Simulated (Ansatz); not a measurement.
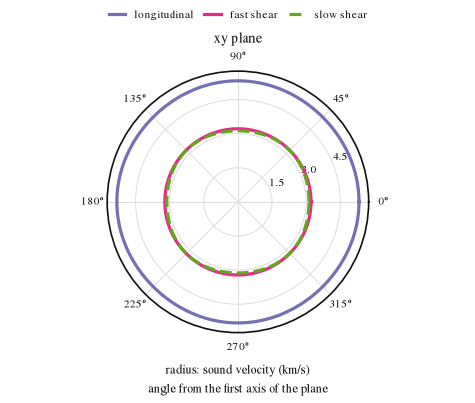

How it was computed, with Ansatz 0.2.0: elastic stress-strain coefficients at zero temperature from small strains of the given cell, Voigt order xx yy zz yz xz xy, Cartesian axes of the cell vectors; plane waves with PAW datasets, Γ-centred k mesh. Level: PBE, no spin polarisation.

| setting | value |
| --- | --- |
| wave cutoff | 420 eV |
| k mesh | 12×12×12 |
| occupations | fixed |
| ions | relaxed |
| strain amplitude | 0.002 |

The given structure:
```yaml
crystal:
  lattice:
    - [-1.94747, 1.94747, 2.75411]
    - [1.94747, -1.94747, 2.75411]
    - [1.94747, 1.94747, -2.75411]
  atoms:
    - { symbol: Mg, position: [0.50000, 0.50000, 0.00000] }
    - { symbol: Se, position: [0.00000, 0.00000, 0.00000] }
```

Sound velocities against the direction of travel in the xy plane, from the elastic constants and the density for MgSe, space group Fm-3m (No. 225) (cell built by us, not taken from a database).

Along x the longitudinal wave runs at 5.32 km/s and the transverse ones at 3.21 and 3.13 km/s; along y the longitudinal wave runs at 5.32 km/s and the transverse ones at 3.21 and 3.13 km/s; along z the longitudinal wave runs at 5.27 km/s and the transverse ones at 3.21 and 3.21 km/s; along x + y they run at 5.27, 3.21 and 3.21 km/s (density 4.1 g/cm³). Over all directions E runs from 99 to 103 GPa, a ratio of 1.05, so the solid is nearly isotropic. E is 102 GPa along x, 102 GPa along y and 99 GPa along z, and 102 GPa along the body diagonal x + y + z. The Hill averages are K = 61 GPa and G = 41 GPa, Poisson's ratio 0.22; K/G = 1.46.

Input of the run:
```
crystal:
  lattice:
    - [-1.9474656489, 1.9474656489, 2.7541066895]
    - [1.9474656489, -1.9474656489, 2.7541066895]
    - [1.9474656489, 1.9474656489, -2.7541066895]
  atoms:
    - { symbol: Mg, position: [0.5, 0.5, 0.0] }
    - { symbol: Se, position: [0.0, 0.0, 0.0] }
basis:
  ecutwfc: 420
kpoints:
  mp_grid: { grid: [12, 12, 12] }
hamiltonian:
  xc: pbe
scf:
  occupations: { method: fixed }
output:
  forces: true
  stress: true
  eigenvalues: true
elastic:
  mode: relaxed_ion
  stencil: two_point
```

Launched with:
```bash
ansatz run input.yaml --threads 1 --pin off --max-ram 2560MiB --backend cpu --events-out ev --progress --plain --runs-dir out
```
